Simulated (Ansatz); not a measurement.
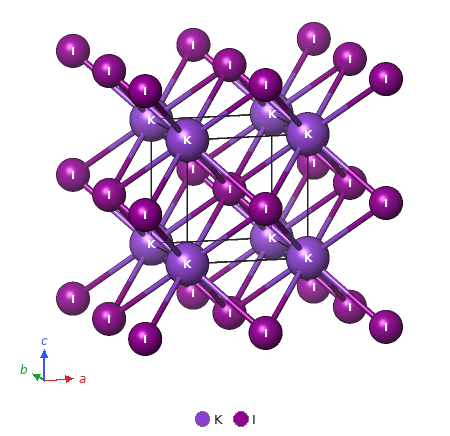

The crystal in a ball-and-stick representation, seen slightly off an axis. The conventional unit cell is outlined; an atom on or near a face, edge or corner is repeated at each equivalent position. Outside the box, the atoms bonded to those within are drawn.

KI, caesium chloride (CsCl, B2) type, space group Pm-3m (No. 221), a = 4.291 Å, b = 4.291 Å, c = 4.291 Å, α = 90.00°, β = 90.00°, γ = 90.00°. Starting structure: a structure type filled with these elements by a generator (whether the compound takes this form wasn't checked). Earlier steps of the study may have refined or changed the cell and positions. Ansatz was used for an electronic-structure calculation on it.

This one geometry was computed with Ansatz (DFT, plane waves, PAW) at six levels of theory: HSE06, PBE with spin-orbit coupling, PBE, Hartree-Fock, dielectric-dependent PBE0 (fraction 1/eps_inf of PBE) and r2SCAN. It was relaxed beforehand with r2SCAN.

### Which level gives the highest pressure at this volume, and what does that say about its equilibrium volume?

Highest: Hartree-Fock (2.4 GPa), which points to the largest equilibrium volume. Lowest, with the smallest volume: HSE06 (0.3 GPa), PBE with spin-orbit coupling (0.5 GPa), PBE (0.5 GPa), dielectric-dependent PBE0 (fraction 1/eps_inf of PBE) (0.2 GPa) and r2SCAN (0.0 GPa). Levels within 0.5 GPa of each other can't be told apart.

### How does the band gap change with the level of theory?

PBE with spin-orbit coupling: a gap of 3.27 eV, indirect; PBE: a gap of 3.33 eV, indirect; r2SCAN: a gap of 4.04 eV, indirect; HSE06: a gap of 4.31 eV, indirect; dielectric-dependent PBE0 (fraction 1/eps_inf of PBE): a gap of 5.37 eV, indirect; Hartree-Fock: a gap of 10.32 eV, indirect.

### Collect the results in a table.

| level | cutoff (eV) | k-mesh of the run's cell | gap (eV) | pressure (GPa) |
| --- | --- | --- | --- | --- |
| HSE06 | 420 | 4×4×4 | 4.31 | 0.3 |
| PBE with spin-orbit coupling | 420 | 6×6×6 | 3.27 | 0.5 |
| PBE | 420 | 6×6×6 | 3.33 | 0.5 |
| Hartree-Fock | 420 | 4×4×4 | 10.32 | 2.4 |
| dielectric-dependent PBE0 (fraction 1/eps_inf of PBE) | 420 | 4×4×4 | 5.37 | 0.2 |
| r2SCAN | 500 | 6×6×6 | 4.04 | 0.0 |

Gaps are taken on the k-mesh or band path of each run.
